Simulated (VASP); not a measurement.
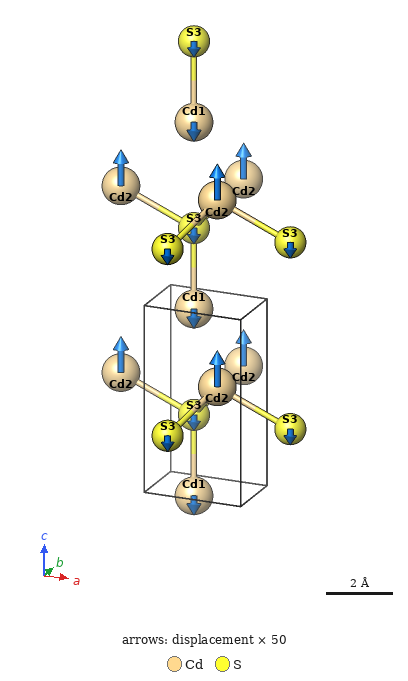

This is a relaxation of crystalline Cd2S (set up in P3m1). The starting structure is drawn; blue arrows show the displacements (the part carried along by the change of the cell is left out), magnified 50 times.

A ball-and-stick model of the cell of the calculation, repeated 1 × 1 × 2 with one cell outlined, seen slightly off an axis.

The run lets cell and atoms move.

These are results of Kohn-Sham DFT of a periodic cell, PBEsol, VASP PAW PBE potentials, recommended in VASP, not measurements.

The input:
```
PREC = Accurate
ENCUT = 600
EDIFF = 1E-6
ISMEAR = 0
SIGMA = 0.02
LREAL = F
LASPH = T
NELM = 100
ALGO = Normal
ISIF = 3
LWAVE = F
LCHARG = F
GGA = PS
IBRION = 2
NSW = 60
EDIFFG = -0.01
```

Launched with:
```bash
cat potpaw_PBE.64/Cd/POTCAR potpaw_PBE.64/S/POTCAR > POTCAR
mpirun -np 1 vasp_std > vasp.out
```

Which element moves most?

Answer. Cadmium: up to 0.023 Å, against 0.010 Å for sulfur.

Describe the change and its energy.

Answer. The largest move relative to the cell is that of Cd2, 0.023 Å along +c. Largest moves by element: Cd 0.023 Å, S 0.010 Å. The drawn cell changes as follows: a = b 3.963 → 3.856 Å (−2.7 %), c 5.809 → 5.699 Å (−1.9 %); the volume changes by −7.1 %. Near-neighbour distances that change, for instance: Cd2–S3 2.601 → 2.552 Å, Cd1–S3 2.515 → 2.470 Å. The space group stays P3m1 (No. 156). Over 8 geometry steps the energy falls by 17.3 meV per atom. Largest force component: 0.096 eV/Å at the start, 0.0062 eV/Å at the end. Pressure: −2.91 GPa at the start and 0.01 GPa at the end.

Limits of the set-up: layers or molecules are held without a dispersion correction, so their spacing is unreliable.
